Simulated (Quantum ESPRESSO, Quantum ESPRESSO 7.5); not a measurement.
# silicene, 1 layer, stepped through biaxial strain

Aim: how the results for silicene, 1 layer change with biaxial strain.

Method: plane-wave DFT, PBE, GBRV ultrasoft pseudopotentials, in Quantum ESPRESSO 7.5.

### 1. Set-up

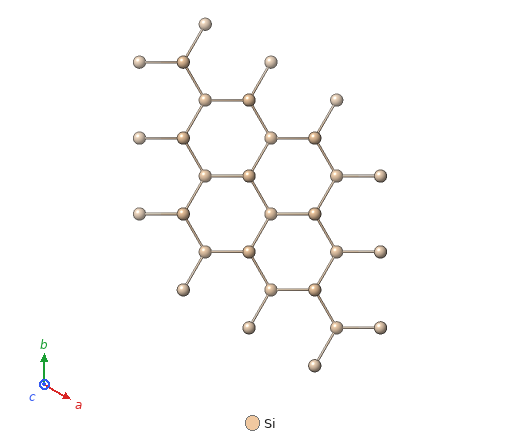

Start, viewed from above; silicon light orange. 3×3×1 cells are drawn. Some periodic images of atoms are drawn too.

The cell holds 2 atoms: 2 Si. Its edges and angles: a = 3.870 Å, b = 3.870 Å, c = 15.450 Å, α = 90.0°, β = 90.0°, γ = 120.0°. It derives from Si. Vacuum lies along c.

Set-up: Cell and atoms are first relaxed; each strained cell is then held and the atoms relax in it. A periodic run with 15 Å of vacuum in the starting cell gives the vacuum levels, and bands follow along a path.

Members -2, -1, 0, 1 and 2 took the same steps and show in the table alone.

### 2. Relaxing cell and ions of the reference

What the set-up leaves free in this member is relaxed.

Contents of ref.relax.in:

```
&control
  prefix = 'ref.relax'
  outdir = './out'
  pseudo_dir = './pseudo'
  nstep = 80
  forc_conv_thr = 0.0004
  calculation = 'vc-relax'
  etot_conv_thr = 1e-06
/
&system
  ibrav = 0
  nat = 2
  ntyp = 1
  ecutwfc = 50
  ecutrho = 250
  occupations = 'smearing'
  smearing = 'fd'
  degauss = 0.004
/
&electrons
  conv_thr = 1e-09
  mixing_beta = 0.4
  electron_maxstep = 120
  mixing_mode = 'plain'
/
&ions
/
&cell
  cell_dofree = '2Dxy'
  press_conv_thr = 0.3
/
ATOMIC_SPECIES
  Si  28.0850  si_pbe_v1.uspp.F.UPF
CELL_PARAMETERS angstrom
  3.87000000000000 0.00000000000000 0.00000000000000
  -1.93500000000000 3.35151831264578 0.00000000000000
  0.00000000000000 0.00000000000000 15.45000000000000
ATOMIC_POSITIONS crystal
  Si  0.666666666700 0.333333333300 0.485436893204
  Si  0.333333333300 0.666666666700 0.514563106796
K_POINTS automatic
  12 12 1 0 0 0
```

On the command line:

```console
OMP_NUM_THREADS=1 mpirun -n 4 pw.x -nk 4 -in ref.relax.in > ref.relax.out
```

The program printed:

```text
Program PWSCF v.7.5 starts
[citation notice left out]

     Parallel version (MPI & OpenMP), running on       4 processor cores
     Number of MPI processes:                 4
     Threads/MPI process:                     1

     MPI processes distributed on     1 nodes
[...]
Current dimensions of program PWSCF are:
     Max number of different atomic species (ntypx) = 10
     Max number of k-points (npk) =  40000
     Max angular momentum in pseudopotentials (lmaxx) =  4
     Message from routine setup:
     using ibrav=0 with symmetry is DISCOURAGED, use correct ibrav instead

     K-points division:     npool     =       4
     Subspace diagonalization in iterative solution of the eigenvalue problem:
     a serial algorithm will be used

     G-vector sticks info
     --------------------
     sticks:   dense  smooth     PW     G-vecs:    dense   smooth      PW
     Sum         925     745    211                90399    64727   10169

     Using Slab Decomposition

     bravais-lattice index     =            0
     lattice parameter (alat)  =       7.3132  a.u.
     unit-cell volume          =    1352.3143 (a.u.)^3
     number of atoms/cell      =            2
     number of atomic types    =            1
     number of electrons       =         8.00
     number of Kohn-Sham states=            8
     kinetic-energy cutoff     =      50.0000  Ry
     charge density cutoff     =     250.0000  Ry
     scf convergence threshold =      1.0E-09
     mixing beta               =       0.4000
     number of iterations used =            8  plain     mixing
     energy convergence thresh.=      1.0E-06
     force convergence thresh. =      4.0E-04
     press convergence thresh. =      3.0E-01
     Exchange-correlation= SLA  PW   PBE  PBE
                           (   1   4   3   4   0   0   0)
     nstep                     =           80

     celldm(1)=   7.313240  celldm(2)=   0.000000  celldm(3)=   0.000000
     celldm(4)=   0.000000  celldm(5)=   0.000000  celldm(6)=   0.000000

     crystal axes: (cart. coord. in units of alat)
               a(1) = (   1.000000   0.000000   0.000000 )
               a(2) = (  -0.500000   0.866025   0.000000 )
               a(3) = (   0.000000   0.000000   3.992248 )

     reciprocal axes: (cart. coord. in units 2 pi/alat)
               b(1) = (  1.000000  0.577350 -0.000000 )
               b(2) = (  0.000000  1.154701  0.000000 )
               b(3) = (  0.000000 -0.000000  0.250485 )

     PseudoPot. # 1 for Si read from file:
     ./pseudo/si_pbe_v1.uspp.F.UPF
     Pseudo is Ultrasoft + core correction, Zval =  4.0
     Generated by new atomic code, or converted to UPF format
     Using radial grid of  899 points,  6 beta functions with:
                l(1) =   0
                l(2) =   0
                l(3) =   1
                l(4) =   1
                l(5) =   2
                l(6) =   2
     Q(r) pseudized with  8 coefficients,  rinner =    0.900   0.900   0.900
                                                       0.900   0.900

     atomic species   valence    mass     pseudopotential
     Si                4.00    28.08500     Si( 1.00)

     12 Sym. Ops., with inversion, found

   Cartesian axes

     site n.     atom                  positions (alat units)
         1        Si     tau(   1) = (   0.5000000   0.2886751   1.9379845  )
         2        Si     tau(   2) = (  -0.0000000   0.5773503   2.0542636  )

     number of k points=    19  Fermi-Dirac smearing, width (Ry)=  0.0040
                       cart. coord. in units 2pi/alat
        k(    1) = (   0.0000000   0.0000000   0.0000000), wk =   0.0138889
        k(    2) = (   0.0000000   0.0962250   0.0000000), wk =   0.0833333
        k(    3) = (   0.0000000   0.1924501   0.0000000), wk =   0.0833333
        k(    4) = (   0.0000000   0.2886751   0.0000000), wk =   0.0833333
        k(    5) = (   0.0000000   0.3849002   0.0000000), wk =   0.0833333
        k(    6) = (   0.0000000   0.4811252   0.0000000), wk =   0.0833333
        k(    7) = (   0.0000000  -0.5773503   0.0000000), wk =   0.0416667
        k(    8) = (   0.0833333   0.1443376   0.0000000), wk =   0.0833333
        k(    9) = (   0.0833333   0.2405626   0.0000000), wk =   0.1666667
        k(   10) = (   0.0833333   0.3367877   0.0000000), wk =   0.1666667
[...]
k(   19) = (   0.3333333   0.5773503   0.0000000), wk =   0.0277778

     Dense  grid:    90399 G-vectors     FFT dimensions: (  40,  40, 150)

     Smooth grid:    64727 G-vectors     FFT dimensions: (  36,  36, 135)

     Estimated max dynamical RAM per process >     136.59 MB

     Estimated total dynamical RAM >     480.14 MB

     Initial potential from superposition of free atoms

     starting charge       7.9987, renormalised to       8.0000

     negative rho (up, down):  1.006E-04 0.000E+00
     Starting wfcs are    8 randomized atomic wfcs

     total cpu time spent up to now is        1.7 secs

     per-process dynamical memory:    60.6 Mb

     Self-consistent Calculation

     iteration #  1     ecut=    50.00 Ry     beta= 0.40
     Davidson diagonalization with overlap
     ethr =  1.00E-02,  avg # of iterations =  4.3

     Threshold (ethr) on eigenvalues was too large:
     Diagonalizing with lowered threshold

     Davidson diagonalization with overlap
     ethr =  7.70E-04,  avg # of iterations =  1.4

     negative rho (up, down):  9.992E-05 0.000E+00

     total cpu time spent up to now is        3.2 secs

     total energy              =     -19.10054030 Ry
     estimated scf accuracy    <       0.06567888 Ry

     iteration #  2     ecut=    50.00 Ry     beta= 0.40
[...]
negative rho (up, down):  1.140E-04 0.000E+00

[...]
total energy              =     -19.09745660 Ry
     estimated scf accuracy    <       0.01561366 Ry

     iteration #  3     ecut=    50.00 Ry     beta= 0.40
[...]
negative rho (up, down):  1.167E-04 0.000E+00

[...]
total energy              =     -19.09923869 Ry
     estimated scf accuracy    <       0.00064091 Ry

     iteration #  4     ecut=    50.00 Ry     beta= 0.40
[...]
negative rho (up, down):  1.213E-04 0.000E+00

[...]
total energy              =     -19.09932347 Ry
     estimated scf accuracy    <       0.00022492 Ry

     iteration #  5     ecut=    50.00 Ry     beta= 0.40
[...]
negative rho (up, down):  1.235E-04 0.000E+00

[...]
new trust radius        =       0.0007511009 bohr
     new conv_thr            =            1.0E-11 Ry

     new unit-cell volume =   1351.78706 a.u.^3 (   200.31418 Ang^3 )
     density =      0.46563 g/cm^3

CELL_PARAMETERS (angstrom)
   3.869245486   0.000000000   0.000000000
  -1.934622743   3.350864885   0.000000000
   0.000000000   0.000000000  15.450000000

ATOMIC_POSITIONS (crystal)
Si               0.6666666667        0.3333333333        0.4854415826
Si               0.3333333333        0.6666666667        0.5145584174

[...]
NEW-OLD atomic charge density approx. for the potential
     New effective cutoffs (rho, wfc):  250.06   50.02

     negative rho (up, down):  1.285E-04 0.000E+00

     total cpu time spent up to now is       15.0 secs

     per-process dynamical memory:    66.0 Mb

     Self-consistent Calculation

     iteration #  1     ecut=    50.00 Ry     beta= 0.40
     Davidson diagonalization with overlap
     ethr =  1.00E-06,  avg # of iterations =  2.0

     Threshold (ethr) on eigenvalues was too large:
     Diagonalizing with lowered threshold

     Davidson diagonalization with overlap
     ethr =  9.80E-11,  avg # of iterations =  2.3

     negative rho (up, down):  1.285E-04 0.000E+00

     total cpu time spent up to now is       16.2 secs

     total energy              =     -19.09937027 Ry
     estimated scf accuracy    <       0.00000001 Ry

[...]
iteration #  4     ecut=    50.00 Ry     beta= 0.40
[...]
negative rho (up, down):  1.286E-04 0.000E+00

[...]
End of self-consistent calculation

[...]
the Fermi energy is    -2.3838 ev

!    total energy              =     -19.09937027 Ry
     estimated scf accuracy    <          5.0E-12 Ry
     smearing contrib. (-TS)   =      -0.00015493 Ry
     internal energy E=F+TS    =     -19.09921534 Ry

     The total energy is F=E-TS. E is the sum of the following terms:
     one-electron contribution =     -56.44724632 Ry
     hartree contribution      =      29.29524568 Ry
     xc contribution           =      -8.45729192 Ry
     ewald contribution        =      16.51007722 Ry

     convergence has been achieved in   4 iterations

     negative rho (up, down):  1.286E-04 0.000E+00

     Forces acting on atoms (cartesian axes, Ry/au):

     atom    1 type  1   force =     0.00000000    0.00000000    0.00001494
     atom    2 type  1   force =     0.00000000    0.00000000   -0.00001494

     Total force =     0.000021     Total SCF correction =     0.000001

     Computing stress (Cartesian axis) and pressure

     negative rho (up, down):  1.286E-04 0.000E+00
          total   stress  (Ry/bohr**3)                   (kbar)     P=       -0.28
  -0.00000279   0.00000000   0.00000000           -0.41        0.00        0.00
  -0.00000000  -0.00000279   0.00000000           -0.00       -0.41        0.00
   0.00000000   0.00000000  -0.00000007            0.00        0.00       -0.01

     Energy error            =      8.5E-07 Ry
     Gradient error          =      1.5E-05 Ry/Bohr
     Cell gradient error     =      4.1E-01 kbar

     number of scf cycles    =   3
     number of bfgs steps    =   2

     enthalpy           old  =     -19.0993694194 Ry
     enthalpy           new  =     -19.0993702659 Ry

     CASE: enthalpy          _new < enthalpy          _old

     new trust radius        =       0.0011266513 bohr
     new conv_thr            =            1.0E-11 Ry

     new unit-cell volume =   1351.37286 a.u.^3 (   200.25280 Ang^3 )
     density =      0.46577 g/cm^3

CELL_PARAMETERS (angstrom)
   3.868652654   0.000000000   0.000000000
  -1.934326327   3.350351477   0.000000000
   0.000000000   0.000000000  15.450000000

ATOMIC_POSITIONS (crystal)
Si               0.6666666667        0.3333333333        0.4854432642
Si               0.3333333333        0.6666666667        0.5145567358

[...]
NEW-OLD atomic charge density approx. for the potential
     New effective cutoffs (rho, wfc):  250.13   50.03

     negative rho (up, down):  1.291E-04 0.000E+00

     total cpu time spent up to now is       20.0 secs

     per-process dynamical memory:    66.0 Mb

[...]
!    total energy              =     -19.09937129 Ry
[...]
Total force =     0.000040     Total SCF correction =     0.000000
[...]
number of bfgs steps    =   3
[...]
new trust radius        =       0.0016899770 bohr
[...]
!    total energy              =     -19.09937227 Ry
[...]
Total force =     0.000124     Total SCF correction =     0.000000
[...]
Self-consistent Calculation

     iteration #  1     ecut=    50.00 Ry     beta= 0.40
     Davidson diagonalization with overlap
     c_bands:  1 eigenvalues not converged
     ethr =  1.00E-06,  avg # of iterations = 17.7

     negative rho (up, down):  1.007E-04 0.000E+00

     total cpu time spent up to now is       33.6 secs

     total energy              =     -19.10021420 Ry
     estimated scf accuracy    <       0.06809866 Ry

[...]
iteration #  9     ecut=    50.00 Ry     beta= 0.40
[...]
negative rho (up, down):  1.239E-04 0.000E+00

[...]
End of self-consistent calculation

          k = 0.0000 0.0000 0.0000 (  8063 PWs)   bands (ev):

   -13.4743  -5.5455  -3.6544  -3.6544  -0.5189   0.1997   0.5902   0.5902

          k =-0.0000 0.0963 0.0000 (  8067 PWs)   bands (ev):

   -13.3934  -5.4907  -4.2589  -3.7978  -0.1160   0.2543   0.6693   0.8897

          k =-0.0000 0.1926 0.0000 (  8056 PWs)   bands (ev):

   -13.1525  -5.6952  -5.0360  -4.1272  -0.2792   0.3778   1.6816   1.7137

          k =-0.0000 0.2888 0.0000 (  8038 PWs)   bands (ev):

   -12.7581  -6.8671  -4.7725  -4.4856  -0.7111   0.2891   1.9540   2.7784

          k =-0.0000 0.3851 0.0000 (  8056 PWs)   bands (ev):

   -12.2277  -8.0595  -4.7803  -4.2844  -1.0939  -0.3626   2.1347   3.4872

          k =-0.0000 0.4814 0.0000 (  8074 PWs)   bands (ev):

   -11.6232  -9.0779  -4.9688  -3.7272  -1.4334  -1.0856   2.7130   4.2469

[...]
the Fermi energy is    -2.3820 ev

!    total energy              =     -19.09937193 Ry
     estimated scf accuracy    <          2.1E-12 Ry
     smearing contrib. (-TS)   =      -0.00015492 Ry
     internal energy E=F+TS    =     -19.09921701 Ry

     The total energy is F=E-TS. E is the sum of the following terms:
     one-electron contribution =     -56.49102732 Ry
     hartree contribution      =      29.31794607 Ry
     xc contribution           =      -8.45839517 Ry
     ewald contribution        =      16.53225941 Ry

     convergence has been achieved in   9 iterations

     negative rho (up, down):  1.239E-04 0.000E+00

     Forces acting on atoms (cartesian axes, Ry/au):

     atom    1 type  1   force =    -0.00000000   -0.00000000   -0.00008747
     atom    2 type  1   force =     0.00000000    0.00000000    0.00008747

     Total force =     0.000124     Total SCF correction =     0.000000

     Computing stress (Cartesian axis) and pressure

     negative rho (up, down):  1.239E-04 0.000E+00
          total   stress  (Ry/bohr**3)                   (kbar)     P=       -0.10
  -0.00000102   0.00000000   0.00000000           -0.15        0.00        0.00
   0.00000000  -0.00000102   0.00000000            0.00       -0.15        0.00
   0.00000000   0.00000000  -0.00000001            0.00        0.00       -0.00

[...]
=------------------------------------------------------------------------------=
   JOB DONE.
=------------------------------------------------------------------------------=
```

The job ended after 42 s (4 MPI ranks of Intel Xeon Platinum 8488C (Sapphire Rapids), shared host; peak memory 0.65 GiB; 2.8 min of CPU time).

Little changed from the start: no atom moved by 0.005 Å and no cell edge by 0.1 %.

 The last row is no step: it is a fresh SCF in the final cell with a new plane-wave basis, +0 meV from the row before.

Numbers from this step:

| Property | Result |
| --- | --- |
| free energy | -259.8602 eV |
| energy at zero smearing | -259.8591 eV |
| Fermi energy | -2.382 eV |

(Part 1 of 6 ends here.)

[Logs are printed without paths, hosts, clocks, repeated set-up lines and the standing remarks that a program may print on its own settings, such as how far it seeks lower states.]

[Hosts, paths, dates, database ids (printed as entryN), source tags and the programs' standing remarks are cut or masked in the printed files.]

[Maps of the electrostatic potential energy from Ansatz leave out the sawtooth potential of an applied field or a dipole correction, so their vacuum need not be flat; planar profiles and work functions include it.]
